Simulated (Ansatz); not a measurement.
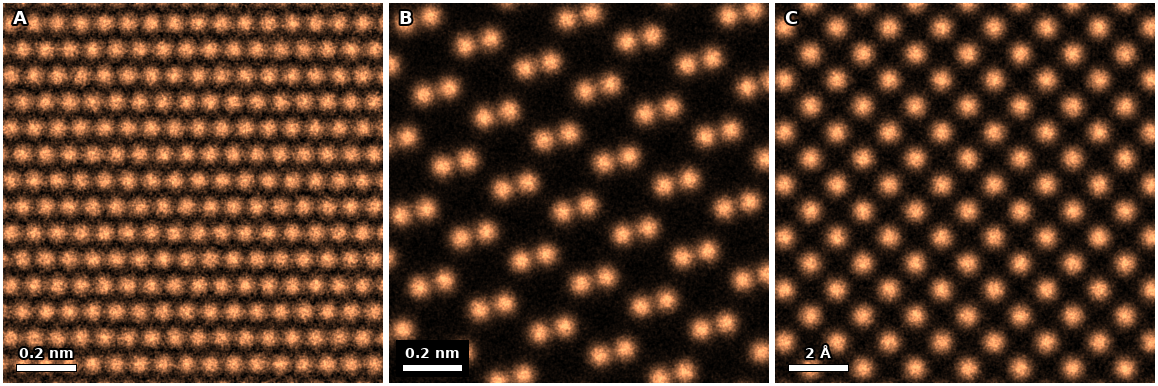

Three views of C (Fd-3m, No. 227) along different zone axes. Simulated incoherent Z contrast: every atom adds Z^1.7 spread by a probe of 0.57 Å full width; channelling and multiple scattering are left out. The probe carries 25 % of its weight in a tail 2.5 times as wide. Shot noise was added. Structure used: the end point of a relaxation with DFT, RPBE, plane waves (420 eV) with PAW, scalar-relativistic (Ansatz); the starting structure was generated, so it need not be a known form of this composition.

```cif
data_structure
_symmetry_space_group_name_H-M 'P 1'
_symmetry_Int_Tables_number 1
_cell_length_a 3.5886
_cell_length_b 3.5886
_cell_length_c 3.5886
_cell_angle_alpha 90.000
_cell_angle_beta 90.000
_cell_angle_gamma 90.000
_cell_volume 46.21
loop_
_atom_site_label
_atom_site_type_symbol
_atom_site_fract_x
_atom_site_fract_y
_atom_site_fract_z
_atom_site_occupancy
C1 C 0.00000 0.50000 0.50000 1
C2 C 0.25000 0.75000 0.75000 1
C3 C 0.00000 0.00000 0.00000 1
C4 C 0.25000 0.25000 0.25000 1
C5 C 0.50000 0.50000 0.00000 1
C6 C 0.75000 0.75000 0.25000 1
C7 C 0.50000 0.00000 0.50000 1
C8 C 0.75000 0.25000 0.75000 1
```

Question: Match the panels to the zone axes [001], [110] and [210].

Answer: A is [210]: projected cell 0.80 × 0.98 Å, 114°, plane group c2mm. B is [110]: projected cell 2.20 × 2.20 Å, 109°, plane group c2mm. C is [001]: projected cell 1.27 × 1.27 Å, 90°, plane group p4mm.
